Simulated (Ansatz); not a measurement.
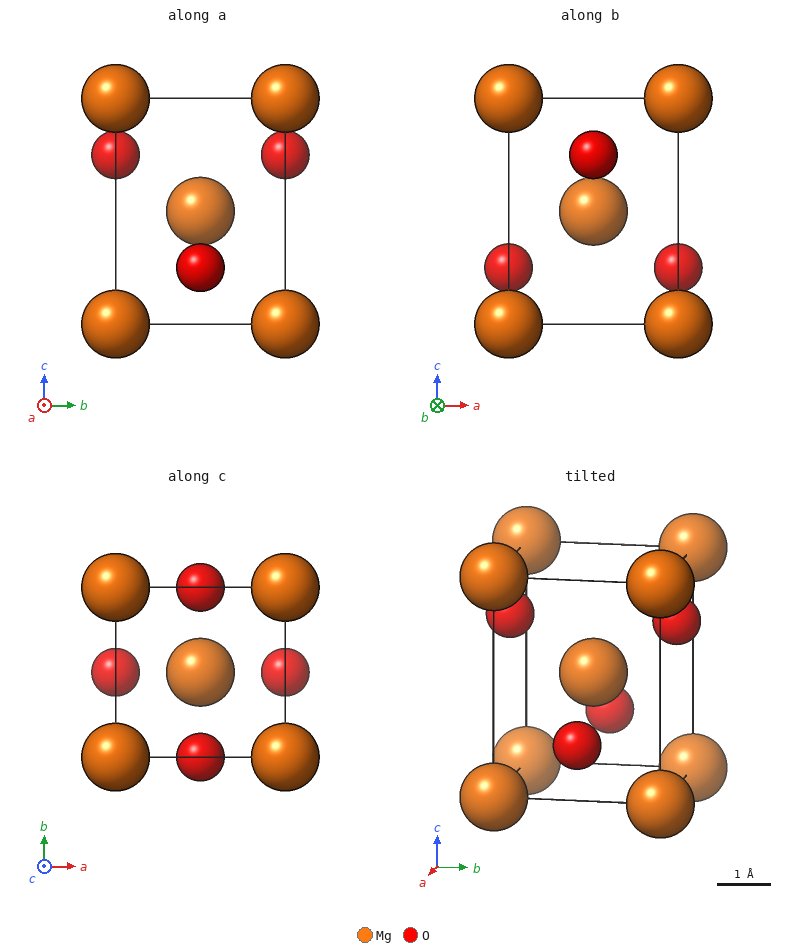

Structure drawing (spheres-only), viewed along the a axis, along the b axis, along the c axis and slightly off an axis. The wireframe shows the conventional unit cell.

Lattice parameters: a = 3.2272 Å, b = 3.2272 Å, c = 4.2915 Å, α = 90.000°, β = 90.000°, γ = 90.000°.

**Transcribe the picture into a CIF with its space group and independent sites.**

```cif
data_structure
_symmetry_space_group_name_H-M 'I -4 m 2'
_symmetry_Int_Tables_number 119
_cell_length_a 3.2272
_cell_length_b 3.2272
_cell_length_c 4.2915
_cell_angle_alpha 90.000
_cell_angle_beta 90.000
_cell_angle_gamma 90.000
_cell_volume 44.70
loop_
_atom_site_label
_atom_site_type_symbol
_atom_site_symmetry_multiplicity
_atom_site_Wyckoff_symbol
_atom_site_fract_x
_atom_site_fract_y
_atom_site_fract_z
_atom_site_occupancy
Mg1 Mg 2 a 0.0000 0.0000 0.0000 1
O1 O 2 c 0.5000 0.0000 0.7500 1
```

The structure was taken from a structure type filled with these elements by a generator (whether the compound takes this form wasn't checked). The cell was then strained or its atoms displaced on purpose. A calculation with Ansatz used it as input.

At this level of theory the cell isn't at rest (compressed, at 8 GPa), so its distances can differ from those at equilibrium, the more so the softer the solid.
